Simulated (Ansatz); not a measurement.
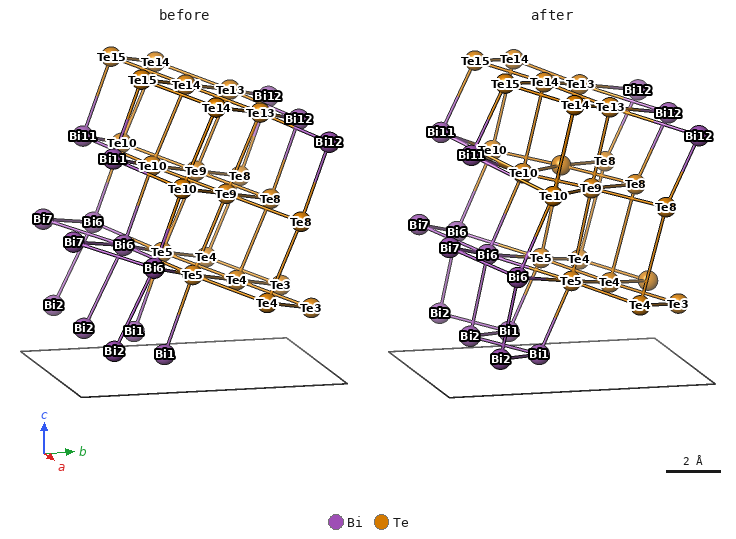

The structure of a slab of composition Bi$_{2}$Te$_{3}$ (cut from the R-3m phase) before (left) and after (right) a relaxation, at one scale.

Style: ball-and-stick. Shown: the 2 × 1 repeat of the cell, outlined in the plane, without the vacuum, slightly off an axis.

The slab is the (0 1 2) face of Bi2Te3.

These are results of DFT PBE, scalar-relativistic, plane waves, PAW (Ansatz), not measurements.

The input:
```yaml
crystal:
  lattice:
    - [4.4688121548, 0.0, 0.0]
    - [0.0, 10.1887524207, 0.0]
    - [0.0, 0.0, 25.4375845624]
  atoms:
    - { symbol: Bi, position: [0.5, 0.369433075, 0.2948393147] }
    - { symbol: Bi, position: [0.0, 0.1239825458, 0.3215274762] }
    - { symbol: Te, position: [0.5, 0.9218121238, 0.3527533272] }
    - { symbol: Te, position: [0.0, 0.6986161741, 0.3817747633] }
    - { symbol: Te, position: [0.5, 0.475416423, 0.4107958008] }
    - { symbol: Bi, position: [0.0, 0.273247004, 0.442021757] }
    - { symbol: Bi, position: [0.5, 0.0277964748, 0.4687099184] }
    - { symbol: Te, position: [0.0, 0.8256260528, 0.4999357695] }
    - { symbol: Te, position: [0.5, 0.6024301031, 0.5289572055] }
    - { symbol: Te, position: [0.0, 0.3792303521, 0.557978243] }
    - { symbol: Bi, position: [0.5, 0.177060933, 0.5892041992] }
    - { symbol: Bi, position: [0.0, 0.9316104038, 0.6158923607] }
    - { symbol: Te, position: [0.5, 0.7294399819, 0.6471182118] }
    - { symbol: Te, position: [0.0, 0.5062440322, 0.6761396478] }
    - { symbol: Te, position: [0.5, 0.2830442811, 0.7051606853] }
basis:
  ecutwfc: 420
kpoints:
  mp_grid: { grid: [8, 4, 1] }
hamiltonian:
  xc: pbe
scf:
  occupations: { method: gaussian, width: 0.1 }
output:
  forces: true
  eigenvalues: true
  write_density: true
  write_potential: true
  elf: true
  volumetric_format: npy
relax:
  adjacent_minimum: "off"
  f_tol: 0.02
  max_steps: 60
efield:
  axis: 3
  dipole_correction: true
  ramp_width: 0.04
```

Launched with:
```bash
ansatz run input.yaml --threads 8 --pin off --max-ram 15360MiB --backend cpu --events-out ev --progress --plain --runs-dir out
```

**What changed between the two?**

After 8 accepted moves (9 points after the start) the energy has fallen by 1.688 eV per cell of the calculation. The largest force component goes from 1.3 to 0.0095 eV/Å. The line search rejected the trial step at point 7 of the run. The atom that moves furthest relative to the layer's centre is Bi2 (0.77 Å at 64° to the normal (−c side)). By element the largest moves are Bi 0.77 Å, Te 0.73 Å. The lattice vectors keep their values. Near-neighbour distances that change, for instance: Bi2–Te3 3.141 → 3.802 Å, Bi12–Te13 3.141 → 3.685 Å, Te4–Te8 3.272 → 3.794 Å, Te10–Bi11 3.141 → 3.605 Å. Bond angles that change, for instance: Bi2–Bi6–Bi7 81.5° → 96.5°, Bi6–Te5–Bi6 90.7° → 78.7°, Te5–Bi6–Te5 90.7° → 78.7°. Cost: 6.6 min on 8 threads of Arm Neoverse V2, with other jobs on the host, peak memory 6.2 GiB.
